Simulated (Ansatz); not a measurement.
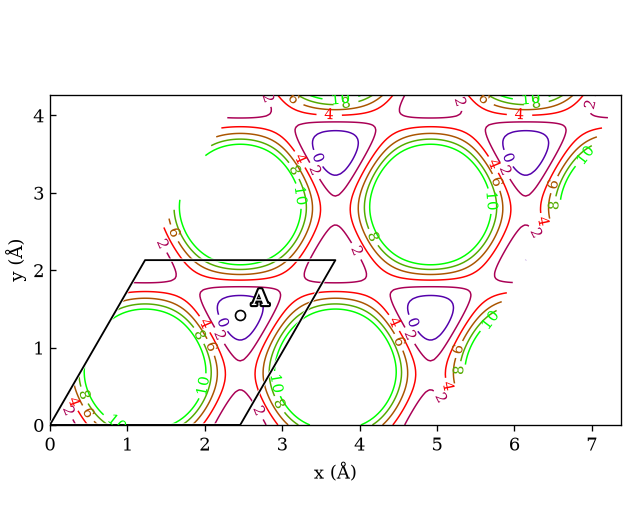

C (P6_3/mmc, No. 194; 8 atoms in the cell). 
- Gamma surface: rigid slide across a plane, one fault a cell; the plane is (0 0 1) of the conventional cell.
- Places are given modulo a cell vector. The map is drawn in real space over the plane of the slide.
- Nothing is relaxed (rigid halves, spacing across the cut fixed).
- Grid: 6 × 6 points; 10 points were computed and 26 follow by symmetry.
- Energies are in mJ/m², from the perfect crystal.
- Level of theory: DFT PBEsol, scalar-relativistic, plane waves, PAW in Ansatz 0.2.0. Settings: cutoff 520 eV, k-mesh 18×18×3 in the order of the run's cell vectors, gaussian smearing 0.15 eV, no spin polarisation.

In the figure: contour lines labelled in mJ/m² (none above 10), the outline of one cell of the 2 × 2 shown, the point A. Between grid points the surface is interpolated.

Q: What is the easiest way out of the well at A, and how high is the barrier?

A: The easiest path leads from the well at (4/6, 4/6) of the cell vectors to the well at (0/6, 0/6) of the cell vectors, about 1.7 mJ/m² higher. Its highest point lies about 4.2 mJ/m² above the bottom of the first well on the interpolated surface, at about (0.30, 0.85) of the cell vectors. Seen from the upper well the barrier is about 2.5 mJ/m². The start is the relaxed structure and all else is held, so a fully relaxed path at this level can only be lower.

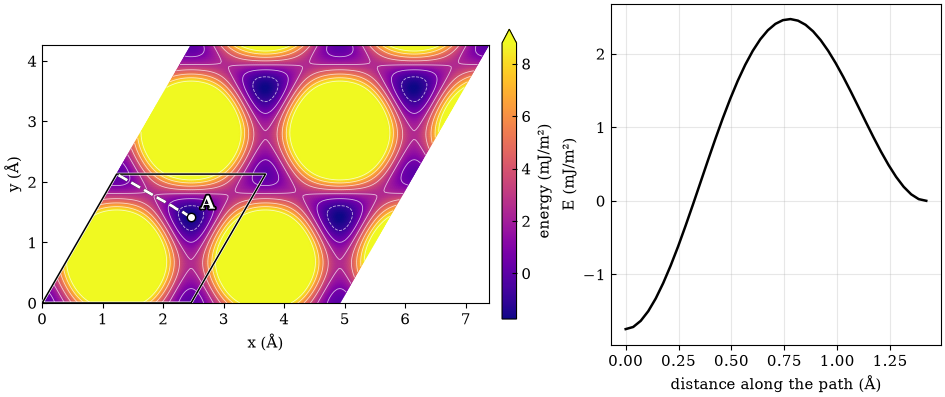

In the figure: a smooth colour map with a few white contour lines, a line along the lowest path, the outline of one cell of the 2 × 2 shown, one colour for all values above the top of the scale, the energy along the path at the right. Between grid points the surface is interpolated.

PAW datasets: the set soft_1.
